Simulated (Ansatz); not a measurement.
Bi

```cif
data_structure
_symmetry_space_group_name_H-M 'P 1'
_symmetry_Int_Tables_number 1
_cell_length_a 5.9040
_cell_length_b 5.9040
_cell_length_c 3.4525
_cell_angle_alpha 90.000
_cell_angle_beta 90.000
_cell_angle_gamma 120.000
_cell_volume 104.22
loop_
_atom_site_label
_atom_site_type_symbol
_atom_site_fract_x
_atom_site_fract_y
_atom_site_fract_z
_atom_site_occupancy
Bi1 Bi 0.00000 0.00000 0.00000 1
Bi2 Bi 0.33333 0.66667 0.50000 1
Bi3 Bi 0.66667 0.33333 0.50000 1
```

Space group P6/mmm; set up as Bi, omega (AlB2-type); a generated structure, not necessarily the stable one; computed without spin polarisation.

The calculation used DFT, BLYP, plane waves (420 eV) with PAW, scalar-relativistic (Ansatz 0.2.0).

**What can the converged valence pseudo-density and electron localisation function tell about the bonding?**

Bi–Bi (3.45 Å): ρ is about 0.14 e/Å³ halfway; the ELF is about 0.30 at the midpoint.

**Does the calculation give a band gap?**

It is metallic or semimetallic at this level of theory: no gap opens.

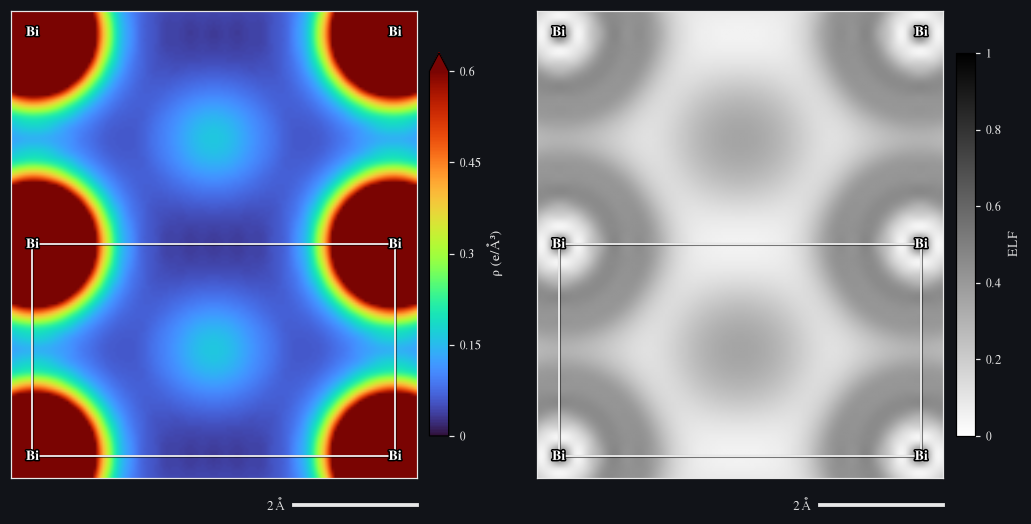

Computed valence pseudo-density and electron localisation function on the (010) plane of the conventional cell, in this order. 

The density is the valence pseudo-density of a PAW calculation; it isn't the true density close to the nuclei.
